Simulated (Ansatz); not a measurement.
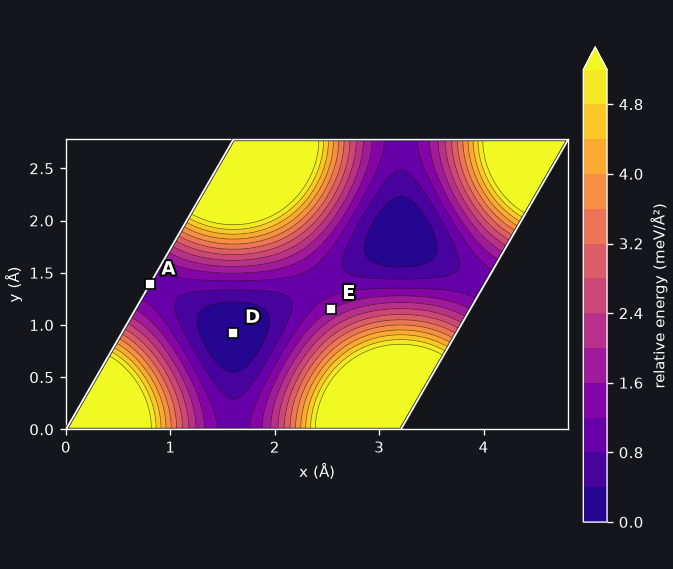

WSe₂ (P-6m2, No. 187; 6 atoms in the cell). Gamma surface: rigid slide across a plane, one fault a cell; the plane is (0 0 1) of the conventional cell, and the faces at the cut hold Se and Se. Places are given modulo a cell vector. The map is drawn in real space over the plane of the slide. Nothing is relaxed (rigid halves, spacing across the cut fixed). The scan uses a 12 × 12 grid; 19 points were computed and 125 follow by symmetry. Energies are in meV/Å², from the lowest grid point. All numbers below come from DFT LDA+D3(BJ), scalar-relativistic, plane waves, PAW in Ansatz 0.2.0. Settings: cutoff 420 eV, k-mesh 10×10×2 in the order of the run's cell vectors, gaussian smearing 0.05 eV, no spin polarisation.

In the figure: filled contours, the outline of one cell of the plane, one colour for all values above the top of the scale, lettered points. Between grid points the surface is interpolated.

> Is E the lowest point of the computed grid?

No. E lies 1.6 meV/Å² above the lowest grid point, which is at (4/12, 4/12) of the cell vectors.

> Rank the lettered points by energy, lowest first.

D (0.0 meV/Å²), A (1.0 meV/Å²), E (1.6 meV/Å²).

PAW datasets: the set soft_1.
